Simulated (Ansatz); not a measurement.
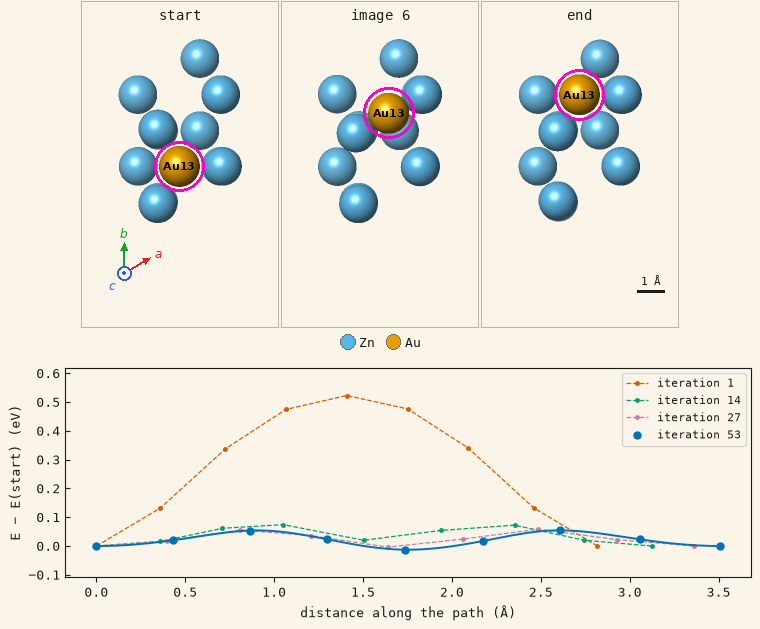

A search for the minimum-energy path of Au on Zn(0001) (13 atoms in the cell) by the nudged elastic band. Images are numbered from 0 (start) to 8 (end). The plot follows the band through its iterations. Style: spheres-only. Shown: the simulation cell, with the vacuum cut short (origin moved), along the c axis. The moving atom is ringed, with any periodic copies.

Theory: Ansatz 0.2.0, DFT PBE-D3(BJ), scalar-relativistic, plane waves, PAW. Settings: plane-wave cutoff 420 eV; k-point mesh 5 × 5 × 1; Gaussian smearing 0.1 eV; 4 atoms held fixed; 7 movable images; climbing image; force threshold 0.03 eV/Å; iteration limit 72; optimiser L-BFGS; starting path by image-dependent pair potential.

Did the band converge, and can the barrier be trusted?

Answer. The run is converged, with reservations. The band converged in 53 iterations. The climbing image converged on the top of the path. A check of its curvatures found one unstable direction (−0.45 eV/Å²), as a transition state must have. The first iteration put the highest image at 0.523 eV. Relative to the start the highest point is image 6 at +0.055 eV and the end lies at 0.000 eV, but the profile dips to −0.013 eV at image 4 on the way, so the process runs in steps.

Limits of the set-up: the periodic images lie only 5.3 Å apart, so the values are limited by the cell's size.

The run took 38 min on 4 threads of Intel(R) Xeon(R) 6975P-C (Granite Rapids) (shared host), peak memory 4 GiB.
